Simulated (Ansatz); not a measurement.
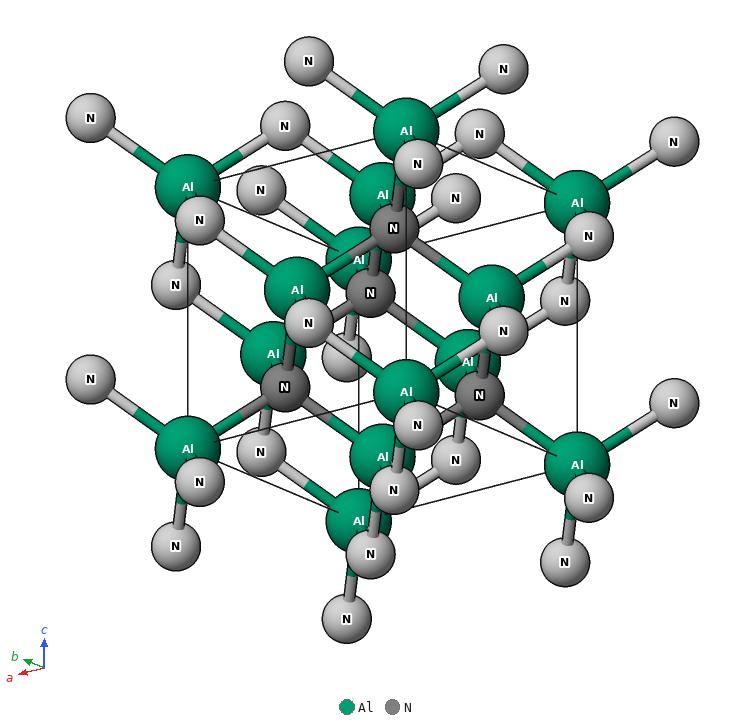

The image is a ball-and-stick drawing of a crystal, viewed from a general direction. The parallelepiped is the conventional unit cell. The bonded neighbours beyond the faces are included, in fainter colours.

AlN, space group F-43m (No. 216), a = 4.46 Å, b = 4.46 Å, c = 4.46 Å, α = 90.00°, β = 90.00°, γ = 90.00°.

All computed values are from DFT r2SCAN, scalar-relativistic, plane waves, PAW in Ansatz 0.2.0. Settings: a kinetic-energy cutoff of 500 eV, k-points about 0.24 Å⁻¹ apart, Gaussian smearing of 0.02 eV, no spin polarisation.

> What is the electronic character?

An insulator at this level, with a gap of 3.89 eV on the k-mesh (the true edges may lie between mesh points, so the gap can be somewhat smaller).

> What is the pressure at this volume?

The computed pressure is -11.0 GPa (stretched: it would shrink).

Origin of the cell: a structure listed in the Materials Project. The cell was then strained or its atoms displaced on purpose. An electronic-structure calculation with Ansatz was run on it.

At this level of theory the run's own cell isn't at rest (stretched, at -11 GPa), so its distances can differ from those at equilibrium, the more so the softer the solid.
